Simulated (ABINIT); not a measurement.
## Phonons q calculation of Zr (part 2 of 2)

Continued. System: Zr (2 atoms in the cell). Method: Kohn-Sham DFT of a periodic cell, PBE, PseudoDojo NC SR PBE v0.4.1 standard, no spin polarisation (ABINIT 10.8.3); cutoff 897.98 eV, 10×10×6 k-mesh, fermi-dirac of 0.1 eV. The structure derives from an entry of the Crystallography Open Database.

Geometry of the input (Å; fractional positions):
```
3.2401  0.0000  0.0000
-1.6200  2.8060  0.0000
0.0000  0.0000  5.1563
Zr 0.6667  0.3333  0.7500
Zr 0.3333  0.6667  0.2500
```

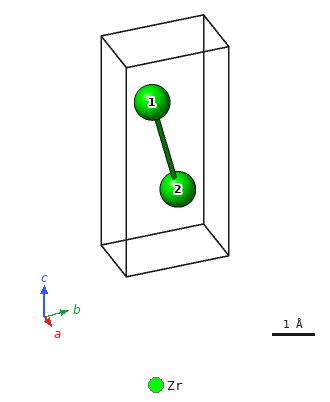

*The input geometry (ball-and-stick view of the cell of the calculation, seen slightly off an axis; atoms are numbered from 1 in the order of the input). An atom can appear more than once, as a periodic image.*

### Output, continued
```
 cartesian forces (eV/Angstrom) at end:
    1      0.00000000000000     0.00000000000000    -0.00000000000000
    2     -0.00000000000000    -0.00000000000000    -0.00000000000000
 frms,max,avg= 8.8430949E-25 1.4472911E-24   0.000E+00  0.000E+00  0.000E+00 e/A
 length scales=  6.122837611400  6.122837592700  9.744048957100 bohr
              =  3.240066127815  3.240066117919  5.156328646522 angstroms
 Fermi (or HOMO) energy (hartree) =   0.39508   Average Vxc (hartree)=  -0.41484
 Eigenvalues (hartree) for nkpt=  56  k points:
 kpt#   1, nband= 20, wtk=  0.00167, kpt=  0.0000  0.0000  0.0000 (reduced coord)
  -1.39918   -1.39364   -0.60967   -0.57846   -0.57846   -0.57343   -0.57334   -0.57334
   0.18876    0.28534    0.42764    0.42764    0.43349    0.43831    0.45295    0.45295
   0.47397    0.47397    0.55787    0.55787
      occupation numbers for kpt#   1
   2.00000    2.00000    2.00000    2.00000    2.00000    2.00000    2.00000    2.00000
   2.00000    2.00000    0.00028    0.00028    0.00006    0.00002    0.00000    0.00000
   0.00000    0.00000    0.00000    0.00000
 prteigrs : prtvol=0 or 1, do not print more k-points.

--- !EnergyTerms
iteration_state     : {dtset: 1, }
comment             : Components of total free energy in Hartree
kinetic             :  2.88638999366694E+01
hartree             :  1.37657772904159E+01
xc                  : -2.00227788944088E+01
Ewald energy        : -7.68939203702498E+01
psp_core            :  2.85229512871543E+00
local_psp           : -6.04111526045867E+01
non_local_psp       :  1.06052503812462E+01
internal            : -1.01240629132198E+02
'-kT*entropy'       : -2.53733869384426E-03
total_energy        : -1.01243166470892E+02
total_energy_eV     : -2.75496690760560E+03
band_energy         : -9.97882847184259E+00
...

 Cartesian components of stress tensor (hartree/bohr^3)
  sigma(1 1)=  9.23179650E-06  sigma(3 2)=  0.00000000E+00
  sigma(2 2)=  9.23185130E-06  sigma(3 1)=  0.00000000E+00
  sigma(3 3)= -1.04917629E-05  sigma(2 1)= -1.59144452E-11

-Cartesian components of stress tensor (GPa)         [Pressure= -7.8180E-02 GPa]
- sigma(1 1)=  2.71608830E-01  sigma(3 2)=  0.00000000E+00
- sigma(2 2)=  2.71610443E-01  sigma(3 1)=  0.00000000E+00
- sigma(3 3)= -3.08678322E-01  sigma(2 1)= -4.68219144E-07

================================================================================
== DATASET  2 ==================================================================

--- !DatasetInfo
iteration_state: {dtset: 2, }
dimensions: {natom: 2, nkpt: 600, mband: 20, nsppol: 1, nspinor: 1, nspden: 1, mpw: 2888, }
cutoff_energies: {ecut:  33.0, pawecutdg:  -1.0, }
electrons: {nelect:   2.40000000E+01, charge:   0.00000000E+00, occopt:   3.00000000E+00, tsmear:   3.67493222E-03, }
meta: {optdriver: 1, rfphon: 1, }
...

 mkfilename : getwfk/=0, take file _WFK from output of DATASET   1.

 Exchange-correlation functional for the present dataset will be:
  GGA: Perdew-Burke-Ernzerhof functional - ixc=11
  J.P.Perdew, K.Burke, M.Ernzerhof, PRL 77, 3865 (1996)

 Real(R)+Recip(G) space primitive vectors, cartesian coordinates (Bohr,Bohr^-1):
 R(1)=  6.1228376  0.0000000  0.0000000  G(1)=  0.1633230  0.0942946  0.0000000
 R(2)= -3.0614188  5.3025329  0.0000000  G(2)=  0.0000000  0.1885891  0.0000000
 R(3)=  0.0000000  0.0000000  9.7440490  G(3)=  0.0000000  0.0000000  0.1026267
 Unit cell volume ucvol=  3.1635563E+02 bohr^3
 Angles (23,13,12)=  9.00000000E+01  9.00000000E+01  1.20000000E+02 degrees
 setup1 : take into account q-point for computing boxcut.

 getcut: wavevector=  0.5000  0.0000  0.0000  ngfft=  32  32  54
         ecut(hartree)=     33.000   => boxcut(ratio)=   1.95822

--- Pseudopotential description ------------------------------------------------
- pspini: atom type   1  psp file is ./Zr.upf
  40.00000  12.00000  171031                  znucl, zion, pspdat
12 -101130 2 -1 1622                          pspcod,pspxc,lmax,lloc,mmax
     nproj     2     2     2

--------------------------------------------------------------------------------

 ==>  initialize data related to q vector <==

 The list of irreducible perturbations for this q vector is:
    1)    idir= 1    ipert=   1
    2)    idir= 2    ipert=   1
    3)    idir= 3    ipert=   1

================================================================================

 The perturbation idir=   1  ipert=   2 is
 symmetric of a previously calculated perturbation.
 So, its SCF calculation is not needed.

 The perturbation idir=   2  ipert=   2 is
 symmetric of a previously calculated perturbation.
 So, its SCF calculation is not needed.

 The perturbation idir=   3  ipert=   2 is
 symmetric of a previously calculated perturbation.
 So, its SCF calculation is not needed.

--------------------------------------------------------------------------------
 Perturbation wavevector (in red.coord.)   0.500000  0.000000  0.000000
 Perturbation : displacement of atom   1   along direction   1
 Found     2 symmetries that leave the perturbation invariant.
 symkpt : the number of k-points, thanks to the symmetries,
 is reduced to   400 .

--------------------------------------------------------------------------------

--------------------------------------------------------------------------------

 dfpt_looppert : total number of electrons, from k and k+q
  fully or partially occupied states are    2.400000E+01 and    2.400000E+01.
 Initialisation of the first-order wave-functions :
  ireadwf=   0

--- !BeginCycle
iteration_state: {dtset: 2, }
solver: {iscf: 7, nstep: 80, nline: 4, wfoptalg: 0, }
tolerances: {tolvrs: 1.00E-10, }
...

     iter   2DEtotal(Ha)        deltaE(Ha) residm    vres2
-ETOT  1   16.247312002408     -1.736E+03 4.561E+00 8.084E+04
 ETOT  2   38.944295405565      2.270E+01 1.236E-01 1.961E+05
 ETOT  3   4.1726225905797     -3.477E+01 5.576E-02 5.034E+03
 ETOT  4   3.3413615083557     -8.313E-01 1.605E-03 7.316E+02
 ETOT  5   3.1895102324981     -1.519E-01 1.328E-04 4.729E+00
 ETOT  6   3.1884286747772     -1.082E-03 8.273E-06 3.822E-02
 ETOT  7   3.1884117553513     -1.692E-05 9.909E-07 4.080E-04
 ETOT  8   3.1884115696950     -1.857E-07 8.736E-08 1.109E-05
 ETOT  9   3.1884115665725     -3.123E-09 8.759E-09 2.712E-07
 ETOT 10   3.1884115665048     -6.776E-11 7.003E-10 2.089E-08
 ETOT 11   3.1884115665129      8.185E-12 8.333E-11 2.597E-08
 ETOT 12   3.1884115664861     -2.683E-11 6.805E-12 3.862E-09
 ETOT 13   3.1884115664434     -4.275E-11 8.465E-13 6.714E-10
 ETOT 14   3.1884115664738      3.047E-11 7.418E-14 1.509E-11

 At SCF step   14       vres2   =  1.51E-11 < tolvrs=  1.00E-10 =>converged.
================================================================================

 ----iterations are completed or convergence reached----

 Mean square residual over all n,k,spin=   31.149E-18; max=  74.178E-15

 2DEtotal=    0.3188411566E+01 Ha. Also 2DEtotal=    0.867610986465E+02 eV
    (2DErelax=   -1.7485816396E+03 Ha. 2DEnonrelax=    1.7517700512E+03 Ha)
    (  non-var. 2DEtotal :    3.1884116807E+00 Ha)

--------------------------------------------------------------------------------
 Perturbation wavevector (in red.coord.)   0.500000  0.000000  0.000000
 Perturbation : displacement of atom   1   along direction   2
 Found     2 symmetries that leave the perturbation invariant.
 symkpt : the number of k-points, thanks to the symmetries,
 is reduced to   400 .

--------------------------------------------------------------------------------

--------------------------------------------------------------------------------

 dfpt_looppert : total number of electrons, from k and k+q
  fully or partially occupied states are    2.400000E+01 and    2.400000E+01.
 Initialisation of the first-order wave-functions :
  ireadwf=   0

--- !BeginCycle
iteration_state: {dtset: 2, }
solver: {iscf: 7, nstep: 80, nline: 4, wfoptalg: 0, }
tolerances: {tolvrs: 1.00E-10, }
...

     iter   2DEtotal(Ha)        deltaE(Ha) residm    vres2
-ETOT  1   2.1545324829606     -1.567E+03 4.878E+00 1.160E+02
 ETOT  2   1.7407209785984     -4.138E-01 7.517E-02 2.794E+00
 ETOT  3   1.7396574872985     -1.063E-03 1.137E-03 2.324E-01
 ETOT  4   1.7395538356155     -1.037E-04 1.118E-04 9.952E-03
 ETOT  5   1.7395480169021     -5.819E-06 4.404E-06 6.782E-05
 ETOT  6   1.7395480426993      2.580E-08 5.330E-07 2.419E-04
 ETOT  7   1.7395480067728     -3.593E-08 2.159E-08 4.410E-05
 ETOT  8   1.7395479991379     -7.635E-09 2.704E-09 1.085E-06
 ETOT  9   1.7395479989685     -1.694E-10 1.480E-10 2.390E-07
 ETOT 10   1.7395479988930     -7.549E-11 1.518E-11 2.064E-11

 At SCF step   10       vres2   =  2.06E-11 < tolvrs=  1.00E-10 =>converged.
================================================================================

 ----iterations are completed or convergence reached----

 Mean square residual over all n,k,spin=   20.709E-15; max=  15.176E-12

 2DEtotal=    0.1739547999E+01 Ha. Also 2DEtotal=    0.473355124913E+02 eV
    (2DErelax=   -1.5674849360E+03 Ha. 2DEnonrelax=    1.5692244840E+03 Ha)
    (  non-var. 2DEtotal :    1.7395469441E+00 Ha)

--------------------------------------------------------------------------------
 Perturbation wavevector (in red.coord.)   0.500000  0.000000  0.000000
 Perturbation : displacement of atom   1   along direction   3
 Found     2 symmetries that leave the perturbation invariant.
 symkpt : the number of k-points, thanks to the symmetries,
 is reduced to   330 .

--------------------------------------------------------------------------------

--------------------------------------------------------------------------------

 dfpt_looppert : total number of electrons, from k and k+q
  fully or partially occupied states are    2.400000E+01 and    2.400000E+01.
 Initialisation of the first-order wave-functions :
  ireadwf=   0

--- !BeginCycle
iteration_state: {dtset: 2, }
solver: {iscf: 7, nstep: 80, nline: 4, wfoptalg: 0, }
tolerances: {tolvrs: 1.00E-10, }
...

     iter   2DEtotal(Ha)        deltaE(Ha) residm    vres2
-ETOT  1   8.4079150317297     -4.065E+03 1.145E+01 8.208E+03
 ETOT  2   5.1710791869168     -3.237E+00 2.938E-01 5.771E+02
 ETOT  3   4.9921677886704     -1.789E-01 7.167E-03 3.357E+00
 ETOT  4   4.9908491630148     -1.319E-03 4.263E-04 1.491E-01
 ETOT  5   4.9907653614331     -8.380E-05 2.797E-05 7.025E-03
 ETOT  6   4.9907664574925      1.096E-06 1.701E-06 1.551E-02
 ETOT  7   4.9907633630923     -3.094E-06 1.033E-07 4.225E-04
 ETOT  8   4.9907633410684     -2.202E-08 7.101E-09 2.966E-04
 ETOT  9   4.9907632853328     -5.574E-08 4.782E-10 2.399E-06
 ETOT 10   4.9907632848071     -5.257E-10 3.579E-11 5.063E-09
 ETOT 11   4.9907632848794      7.230E-11 2.356E-12 1.989E-10
 ETOT 12   4.9907632848053     -7.412E-11 1.708E-13 1.991E-10
 ETOT 13   4.9907632848175      1.228E-11 1.273E-14 1.982E-10
 ETOT 14   4.9907632848085     -9.095E-12 9.318E-16 5.185E-13

 At SCF step   14       vres2   =  5.18E-13 < tolvrs=  1.00E-10 =>converged.
================================================================================

 ----iterations are completed or convergence reached----

 Mean square residual over all n,k,spin=   21.349E-19; max=  93.181E-17

 2DEtotal=    0.4990763285E+01 Ha. Also 2DEtotal=    0.135805587405E+03 eV
    (2DErelax=   -4.0683361230E+03 Ha. 2DEnonrelax=    4.0733268863E+03 Ha)
    (  non-var. 2DEtotal :    4.9907633262E+00 Ha)

================================================================================

 ---- first-order wavefunction calculations are completed ----

 ==> Compute Derivative Database <==

  Dynamical matrix, in cartesian coordinates,
   if specified in the inputs, asr has been imposed
     j1       j2             matrix element
  dir pert dir pert     real part    imaginary part

   1    1   1    1         0.0850489866         0.0000000001
   1    1   2    1         0.0223132268         0.0000000001
   1    1   1    2        -0.0049270518         0.0000000000
   1    1   2    2         0.0148063539         0.0000000000

   2    1   1    1         0.0223132268         0.0000000001
   2    1   2    1         0.0592839073         0.0000000000
   2    1   1    2         0.0148063539         0.0000000000
   2    1   2    2        -0.0220239575         0.0000000000

   3    1   3    1         0.0525639579         0.0000000000
   3    1   3    2        -0.0313490711        -0.0000000000

   1    2   1    1        -0.0049270518        -0.0000000000
   1    2   2    1         0.0148063539        -0.0000000000
   1    2   1    2         0.0850489866         0.0000000001
   1    2   2    2         0.0223132268         0.0000000001

   2    2   1    1         0.0148063539        -0.0000000000
   2    2   2    1        -0.0220239575        -0.0000000000
   2    2   1    2         0.0223132268         0.0000000001
   2    2   2    2         0.0592839073         0.0000000000

   3    2   3    1        -0.0313490711         0.0000000000
   3    2   3    2         0.0525639579         0.0000000000

  Phonon wavevector (reduced coordinates) :  0.50000  0.00000  0.00000
 Phonon energies in Hartree :
   3.085257E-04  3.571789E-04  6.803568E-04  7.103626E-04  7.530860E-04
   7.814688E-04
 Phonon frequencies in cm-1    :
   6.771357E+01  7.839170E+01  1.493211E+02  1.559066E+02  1.652833E+02
   1.715126E+02

== END DATASET(S) ==============================================================
================================================================================

 -outvars: echo values of variables after computation  --------
            acell      6.1228376114E+00  6.1228375927E+00  9.7440489571E+00 Bohr
           etotal1    -1.0124316647E+02
           etotal2     4.9907632848E+00
            fcart1     2.8145331498E-26  9.7498288101E-27 -0.0000000000E+00
                      -2.8145331498E-26 -9.7498288101E-27 -0.0000000000E+00
            fcart2     0.0000000000E+00  0.0000000000E+00  0.0000000000E+00
                       0.0000000000E+00  0.0000000000E+00  0.0000000000E+00
            rprim      1.0000000000E+00  0.0000000000E+00  0.0000000000E+00
                      -5.0000000000E-01  8.6602540380E-01  0.0000000000E+00
                       0.0000000000E+00  0.0000000000E+00  1.0000000000E+00
           strten1     9.2317964985E-06  9.2318513034E-06 -1.0491762919E-05
                       0.0000000000E+00  0.0000000000E+00 -1.5914445229E-11
           strten2     0.0000000000E+00  0.0000000000E+00  0.0000000000E+00
                       0.0000000000E+00  0.0000000000E+00  0.0000000000E+00
           xangst      1.6200330656E+00  9.3532652270E-01  3.8672464849E+00
                       3.2985381587E-09  1.8706530454E+00  1.2890821616E+00
             xred      6.6666666667E-01  3.3333333333E-01  7.5000000000E-01
                       3.3333333333E-01  6.6666666667E-01  2.5000000000E-01
 Calculation completed.
```

### Results in brief

| quantity | value |
| --- | --- |
| outcome | converged |
| space group (tolerance 0.01 Å) | P6₃/mmc (194) |
| electrons treated | 24 |
| free energy | −2754.9669 eV |
| Fermi energy | 10.751 eV |
| gap on the k-point mesh | none (metallic) |
| pressure | −0.08 GPa |
| largest force (length of the vector) | under 0.001 eV/Å |
| wall time | 6 min (CPU time 24 min) |
| peak memory | 1.4 GiB |

### Notes

Further notes kept with the run: chneut/=0 not allowed with q/=0 => chneut reset to 0 locally; asr/=0 not allowed with q/=0 => asr reset to 0 locally.
